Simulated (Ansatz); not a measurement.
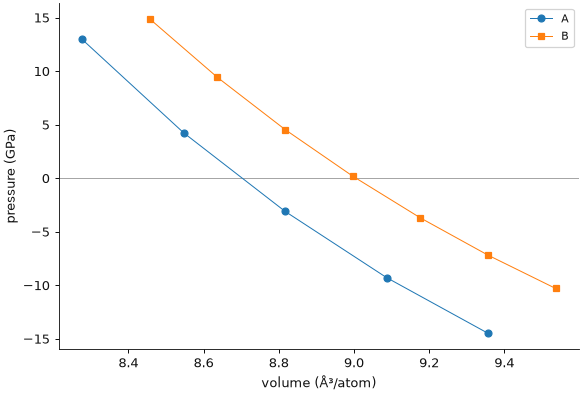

The figure shows the pressure against volume, with one curve for each functional, for NiO (space group Fm-3m). The labels are replaced by letters. In alphabetical order the cases are: PBE; r2SCAN.

Computed with Ansatz 0.2.0 development build: equation of state of a cubic crystal from periodic Kohn-Sham density functional theory without spin, third-order Birch-Murnaghan fit to the free energies; pressure corrected for the finite basis.

- structure type: rock salt
- atoms in cell: 2
- space group number: 225
- lattice centring: face-centred primitive
- occupation method: Fermi–Dirac
- datasets: soft-1 PAW
- density tolerance: 1e−07 eV
- bands: 16
- density cutoff ratio: 4
- search for lower states: default

Which letter stands for which functional?

Answer. A: r2SCAN; B: PBE.

Limits of the calculation: known magnet treated without spin, far from its ground state.
